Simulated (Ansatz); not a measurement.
# Zr/GaN/Hf: predicting the conductance of a thicker barrier

How it was computed: Ansatz 0.2.0, plane waves with PAW datasets, PBE. Interfaces are relaxed in a short slab (with D3(BJ) where the barrier is layered), set between ideal electrode layers that go on as semi-infinite leads, and the zero-bias conductance G at 300 K comes from T(E) on a typed mesh. The error is the largest of the program's estimates from energy step, mesh, the leads' potential steps and neutrality; its separate bound for narrow resonances between the energies solved isn't counted and can be far larger. The lower electrode is Zr (hcp 0001), the upper Hf (hcp 0001) and the barrier GaN (wurtzite 0001), on a net of side 3.22 Å; d is the distance between the electrodes' last planes.

What is known so far:

| planes in the barrier | d (Å) | G (S/m²) | error (%) | lead step (meV) |
| --- | --- | --- | --- | --- |
| 4 | 7.81 | 2.75e13 | 44 | 68 |
| 8 | 13.06 | 2.60e12 | 59 | 68 |
| 12 | 18.31 | 2.37e11 | 47 | 68 |

**Question.** A further run has 16 planes, d = 23.56 Å. Fit G ∝ exp(−βd) to the rows shown and predict its conductance.

A: Take y = ln G: 30.94, 28.59 and 26.19. The means are d = 13.06 Å and y = 28.57; Σ(Δd Δy) = −24.96 and Σ(Δd)² = 55.12, so the slope is −0.453 Å⁻¹ (β = 0.453 Å⁻¹). At d = 23.56 Å, y = 28.57 − 0.453 × 10.50 = 23.82, or G = 2.21e10 S/m².

Check: The run gave 2.84e10 S/m², with an error estimate of 45 % and a lead step of 68 meV. The prediction is 0.779 times that, too low by 22 %. That lies within the runs' own error estimates, carried through the fit.

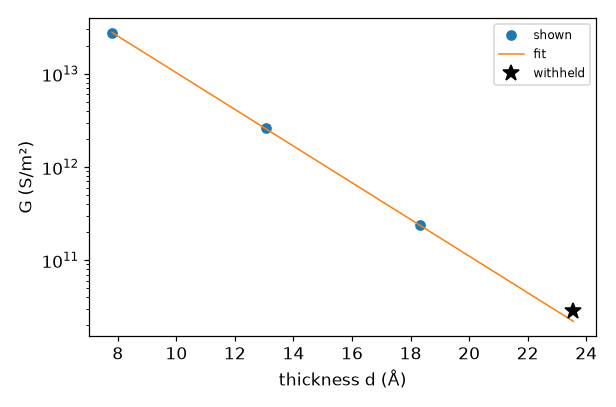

Fit and withheld run.

Caveats: The interfaces are ideal, one cell wide, strained to a common net and relaxed from one registry with their symmetry kept. PBE's gaps are too small, so true decay constants are likely larger where the Fermi level lies deep in a gap. No spin-orbit coupling, phonons, disorder or image charges enter. The rows shown are chosen by tests on error estimates (under 100 to 120 %), lead steps (under 150 meV, though the program warns over 25), intact interfaces and, for fits, a steady trend in the rows shown; the data set holds 414 series of this kind, and not all pass.
